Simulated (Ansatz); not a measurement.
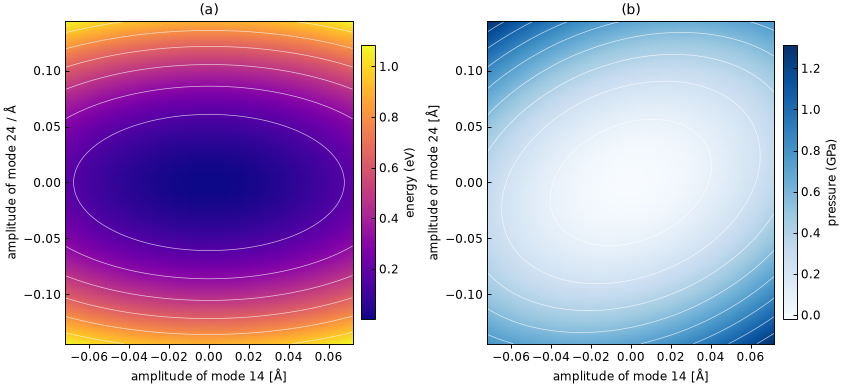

MgO (Pm-3n, No. 223; 12 atoms in the cell). The energy is mapped over two normal modes frozen in (zone-centre modes of the 12-atom cell of this scan). The first coordinate is: amplitude of mode 14 (373 cm⁻¹), largest displacement; the second: amplitude of mode 24 (512 cm⁻¹), largest displacement. Nothing is relaxed (the cell and all other modes fixed). The grid has 11 × 11 points; 61 points were computed and 60 follow by symmetry. Points are written as (first, second). Energies are in eV per cell, from the lowest grid point. The calculation used DFT LDA, scalar-relativistic, plane waves, PAW (Ansatz 0.2.0). Settings: cutoff 520 eV, k-mesh 4×4×4, gaussian smearing 0.05 eV, no spin polarisation.

Panel (a) is the energy and panel (b) the computed pressure on the same grid.

In the figure: a smooth colour map with a few white contour lines. Between grid points the surface is interpolated.

### How does the pressure vary over the map, and what is it at the lowest grid point?

It runs from −0.02 GPa at (0.000 Å, 0.000 Å) to 1.31 GPa at (−0.072 Å, 0.144 Å). At the lowest grid point, (0.000 Å, 0.000 Å), it is −0.02 GPa.

```tsv
second ↓, first →	−0.072	−0.058	−0.043	−0.029	−0.014	0.000	0.014	0.029	0.043	0.058	0.072
0.144	1.31	1.13	0.98	0.86	0.77	0.70	0.66	0.65	0.67	0.71	0.79
0.115	0.99	0.83	0.69	0.58	0.49	0.44	0.41	0.41	0.44	0.49	0.58
0.086	0.74	0.58	0.46	0.35	0.28	0.23	0.22	0.23	0.27	0.33	0.42
0.058	0.55	0.40	0.28	0.19	0.13	0.09	0.09	0.10	0.15	0.23	0.33
0.029	0.41	0.27	0.16	0.08	0.03	0.01	0.01	0.04	0.10	0.19	0.30
0.000	0.33	0.20	0.10	0.03	−0.01	−0.02	−0.01	0.03	0.10	0.20	0.33
−0.029	0.30	0.19	0.10	0.04	0.01	0.01	0.03	0.08	0.16	0.27	0.41
−0.058	0.33	0.23	0.15	0.10	0.09	0.09	0.13	0.19	0.28	0.40	0.55
−0.086	0.42	0.33	0.27	0.23	0.22	0.23	0.28	0.35	0.46	0.58	0.74
−0.115	0.58	0.49	0.44	0.41	0.41	0.44	0.49	0.58	0.69	0.83	0.99
−0.144	0.79	0.71	0.67	0.65	0.66	0.70	0.77	0.86	0.98	1.13	1.31
```

PAW datasets: the set soft_1.
